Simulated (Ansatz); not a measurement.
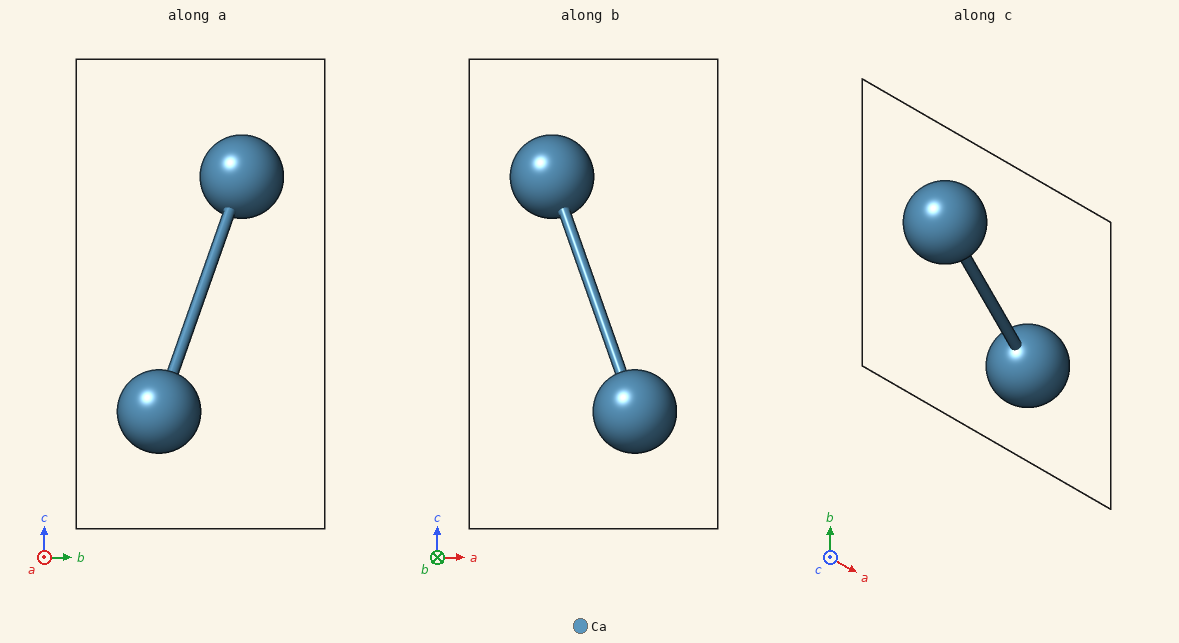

Ball-and-stick representation of a periodic structure, projected along the a axis, along the b axis and along the c axis. The edges of the conventional unit cell are marked.

Lattice parameters: a = 3.8983 Å, b = 3.8983 Å, c = 6.3819 Å, α = 90.000°, β = 90.000°, γ = 120.000°.

Question: Give the structure in the form of a CIF in P1 with every atom of the cell.

Answer:
```cif
data_structure
_symmetry_space_group_name_H-M 'P 1'
_symmetry_Int_Tables_number 1
_cell_length_a 3.8983
_cell_length_b 3.8983
_cell_length_c 6.3819
_cell_angle_alpha 90.000
_cell_angle_beta 90.000
_cell_angle_gamma 120.000
_cell_volume 83.99
loop_
_atom_site_label
_atom_site_type_symbol
_atom_site_fract_x
_atom_site_fract_y
_atom_site_fract_z
_atom_site_occupancy
Ca1 Ca 0.3333 0.6667 0.7500 1
Ca2 Ca 0.6667 0.3333 0.2500 1
```

Origin of the cell: a structure type filled with this element by a generator (whether the element takes this form wasn't checked). It was relaxed at fixed volume with DFT PBE, spin-orbit coupling, plane waves, PAW in Ansatz.
